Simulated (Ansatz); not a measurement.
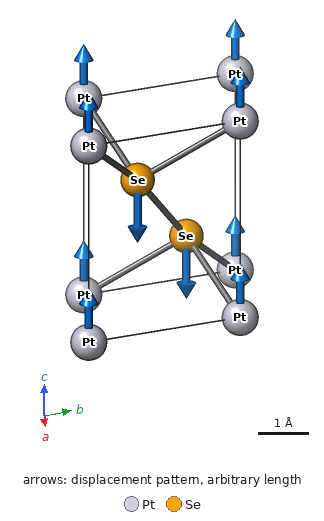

One vibrational mode of crystalline PtSe₂ relaxed at 40 GPa at the zone centre. Displacements are drawn as blue arrows; their common scale and sign are arbitrary. The picture is a ball-and-stick view of the cell of the calculation, seen from a free direction.

The calculation used DFT PBE, scalar-relativistic, plane waves, PAW (Ansatz). Set-up: plane-wave cutoff 420 eV; k-point mesh 12 × 12 × 10; occupations fermi dirac; smearing width 0.15 eV; target pressure 40 GPa; no spin polarisation.

The frequencies depend somewhat on the k-mesh and the smearing.

Give the symmetry, activity and frequency of this mode.

Answer. This is the A₂u mode at 31.4 meV, optical level 2 of 4, counted from below, infrared-active by symmetry. The Se sublattice moves against the Pt sublattice, along c; the kinetic energy is shared as Se 55 %, Pt 45 %. The crystal is a metal, so free carriers screen the infrared response.
